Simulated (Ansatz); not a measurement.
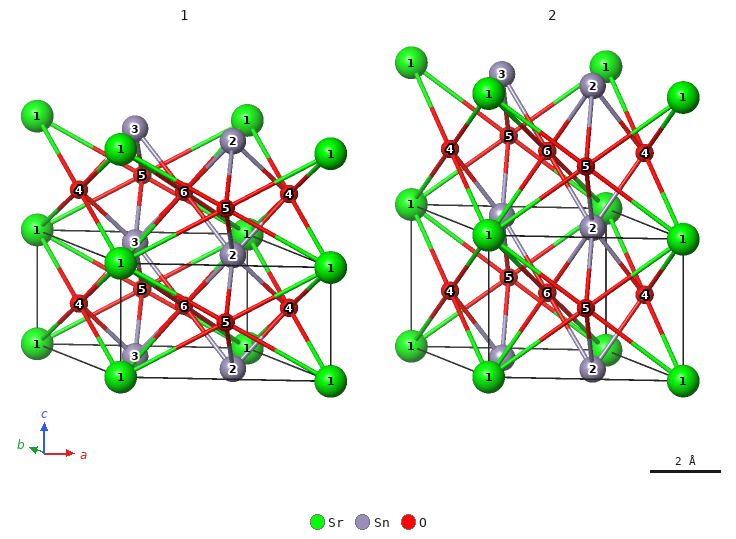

Two geometries of crystalline SrSn₂O₃ (a generated structure, set up in P6/mmm) (coarse preliminary run), drawn at one scale. One is the start of a relaxation, the other its converged end. The picture is a ball-and-stick view of the cell of the calculation, repeated 1 × 1 × 2 with one cell outlined, seen slightly off an axis.

These are results of DFT PBE, scalar-relativistic, plane waves, PAW (Ansatz 0.2.0), not measurements. (plane-wave cutoff 420 eV; k-point mesh 6 × 6 × 4; occupations gaussian; smearing width 0.1 eV; no spin polarisation; cell and atoms relaxed; force threshold 0.04 eV/Å; at most 70 steps)

Q: Which one is relaxed?

A: Structure 1 is the relaxed one. The atoms keep their places relative to the cell (all moves are under 0.005 Å). Cell: a = b 5.651 → 6.102 Å (+8.0 %), c 4.150 → 3.332 Å (−19.7 %). Volume −6.4 %. Among the contacts that change: Sr1–Sr1 4.150 → 3.332 Å, Sr1–Sn2 3.263 → 3.523 Å, Sn2–O4 2.640 → 2.425 Å, Sr1–O4 3.506 → 3.476 Å. The space group stays P6/mmm (No. 191). After 6 accepted moves (8 points after the start) the energy has fallen by 522 meV per atom. All forces vanish by symmetry, so only the cell relaxes. The pressure goes from −6.89 to 0.02 GPa. At 2 points the geometry stayed and the basis and grid were re-selected for the new cell (energy shift of 6.6 meV per atom at most each time). The run took 80 s on 1 thread of AMD EPYC (Zen 3) (shared host), peak memory 0.44 GiB.

Limits of the set-up: the k-point mesh is coarse for a cell with partly filled bands.
